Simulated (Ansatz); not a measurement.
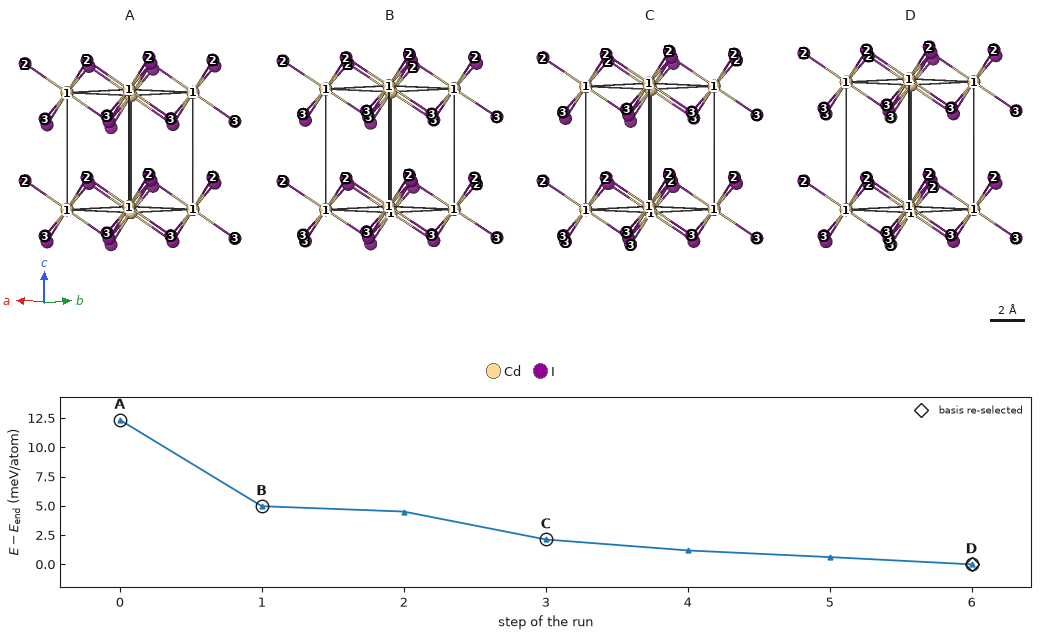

Frames of a relaxation of solid CdI₂ (built on the CdI2-type type) (coarse preliminary run), marked on the history of the run. The picture is a ball-and-stick view of the cell of the calculation, seen from a free direction.

The calculation used Ansatz 0.2.0, DFT PBE, scalar-relativistic, plane waves, PAW.

The input:
```yaml
crystal:
  lattice:
    - [4.2752622628, 0.0, 0.0]
    - [-2.1376311314, 3.7024857274, 0.0]
    - [0.0, 0.0, 6.9095262222]
  atoms:
    - { symbol: Cd, position: [0.0, 0.0, 0.0] }
    - { symbol: I, position: [0.3333333333, 0.6666666667, 0.2492] }
    - { symbol: I, position: [0.6666666667, 0.3333333333, 0.7508] }
basis:
  ecutwfc: 420
  ecutrho_ratio: 4
kpoints:
  mp_grid: { grid: [6, 6, 4] }
hamiltonian:
  xc: pbe
scf:
  occupations: { method: gaussian, width: 0.05 }
output:
  forces: true
  stress: true
  eigenvalues: true
relax:
  f_tol: 0.03
  max_steps: 60
  cell: { stress_tol: 0.3 }
```

Command:
```bash
ansatz run input.yaml --threads 4 --pin off --max-ram 7168MiB --backend cpu --events-out ev --progress --plain --runs-dir out
```

Describe the path.

Answer. The energy falls by 12.3 meV per atom in 5 accepted moves (6 points after the start). The largest force component goes from 0.0026 to 0.024 eV/Å. The pressure goes from 1.07 to 0.13 GPa. At 1 point the geometry stayed and the basis and grid were re-selected for the new cell (energy shift of 0.6 meV per atom at most each time). The largest moves relative to the cell, 0.17 Å, are those of I2 and I3. I3 goes along +c. Cd stays in place. The drawn cell changes as follows: a = b 4.275 → 4.330 Å (+1.3 %), c 6.910 → 7.530 Å (+9.0 %); the volume changes by +11.8 %. Near-neighbour distances that change, for instance: Cd1–I2 3.010 → 3.030 Å. The space group stays P-3m1 (No. 164). From step 0 to 1: I atoms move most (0.11 Å), volume +7.3 %, energy −7.4 meV per atom. From step 1 to 3: volume +1.9 %, energy −2.8 meV per atom. From step 3 to 6: I atoms move most (0.06 Å), volume +2.2 %, energy −2.1 meV per atom.

```json
{"step": "0", "E − E(0), meV/atom": "0.00", "largest force component, eV/Å": "0.0026", "pressure, GPa": "1.07", "volume, Å³/atom": "36.457", "note": ""}
{"step": "1", "E − E(0), meV/atom": "-7.38", "largest force component, eV/Å": "0.1313", "pressure, GPa": "0.43", "volume, Å³/atom": "39.127", "note": ""}
{"step": "2", "E − E(0), meV/atom": "-7.84", "largest force component, eV/Å": "0.1429", "pressure, GPa": "-0.56", "volume, Å³/atom": "40.054", "note": ""}
{"step": "3", "E − E(0), meV/atom": "-10.22", "largest force component, eV/Å": "0.0216", "pressure, GPa": "-0.09", "volume, Å³/atom": "39.879", "note": ""}
{"step": "4", "E − E(0), meV/atom": "-11.16", "largest force component, eV/Å": "0.0212", "pressure, GPa": "0.10", "volume, Å³/atom": "40.148", "note": ""}
{"step": "5", "E − E(0), meV/atom": "-11.73", "largest force component, eV/Å": "0.0243", "pressure, GPa": "0.13", "volume, Å³/atom": "40.758", "note": ""}
{"step": "6", "E − E(0), meV/atom": "-12.35", "largest force component, eV/Å": "0.0242", "pressure, GPa": "0.13", "volume, Å³/atom": "40.758", "note": "same geometry, new basis"}
```

Limits of the set-up: layers or molecules are held without a dispersion correction, so their spacing is unreliable.
